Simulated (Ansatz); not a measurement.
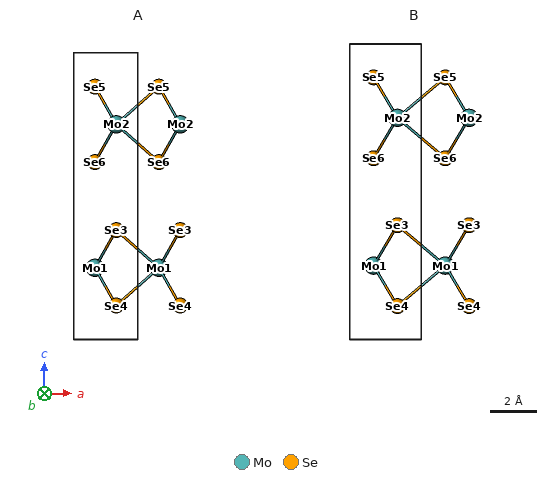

Two geometries of solid MoSe2 (built on the 2H (MoS2) bulk type), drawn at one scale. One is the start of a relaxation, the other its converged end. Style: ball-and-stick. Shown: the cell of the calculation, repeated 2 × 1 × 1 with one cell outlined, along the b axis.

Method: DFT, PBE-D3(BJ), plane waves, PAW in Ansatz. Settings: plane-wave cutoff 420 eV; k-point mesh 12 × 12 × 2; occupations fermi dirac; smearing width 0.02 eV; no spin polarisation; cell and atoms relaxed; force threshold 0.005 eV/Å.

### Which geometry has the lower energy?

Structure A is the relaxed one. The largest moves relative to the cell, 0.068 Å, are those of Se3, Se4, Se5 and Se6. Se5 goes along −c. Mo stays in place. The volume changes by −22.8 %, with a = b 3.676 → 3.277 Å (−10.8 %), c 13.118 → 12.734 Å (−2.9 %). Among the contacts that change: Se3–Se3 3.676 → 3.277 Å, Mo1–Se3 2.779 → 2.526 Å. Bond angles that change, for instance: Se3–Mo1–Se4 80.4° → 83.0°. The space group stays P6_3/mmc (No. 194). Over 5 accepted moves (6 points after the start) the energy falls by 2.949 eV per cell of the calculation. The largest force component goes from 2.5 to 0.0015 eV/Å. Pressure: −20.46 GPa at the start and 0.00 GPa at the end. The SCF was repeated once at an unchanged geometry on a basis and grid sized afresh for the cell, which shifted the energy by 3.3 meV per cell of the calculation at most. The run took 36 s on 2 threads of AMD EPYC 7R13 Processor (Zen 3), on a shared host, peak memory 0.74 GiB.
